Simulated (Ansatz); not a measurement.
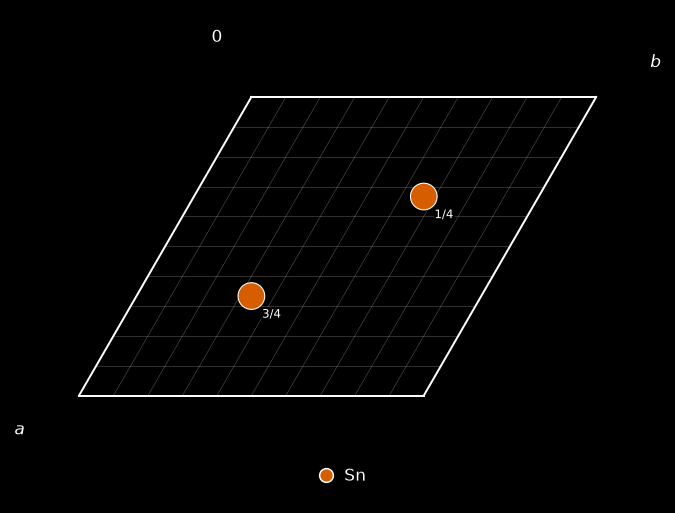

Plan of a unit cell projected along c (a down the page, b across); the numbers are heights as fractions of c, and atoms on the cell's edges are repeated. The grid marks tenths of a and b. Source: the input geometry of an electronic-structure calculation (not necessarily at equilibrium); the starting structure was generated, so it need not be a known form of this composition. Geometry calculated from the standardised cell; symmetry tolerance 0.002 Å.

a = 3.342 Å, b = 3.342 Å, c = 5.580 Å, α = 90.00°, β = 90.00°, γ = 120.00°.

Q: What does the cell contain?

A: 2 Sn: Sn, Z = 2.

Q: Which space group?

A: No. 194, P6_3/mmc, primitive hexagonal.

Q: Give the independent sites, coordinates to two places.

A:
```json
{"atom": "Sn", "site": "2c", "symmetry": "-6m2", "x": "0.33", "y": "0.67", "z": "0.25"}
```
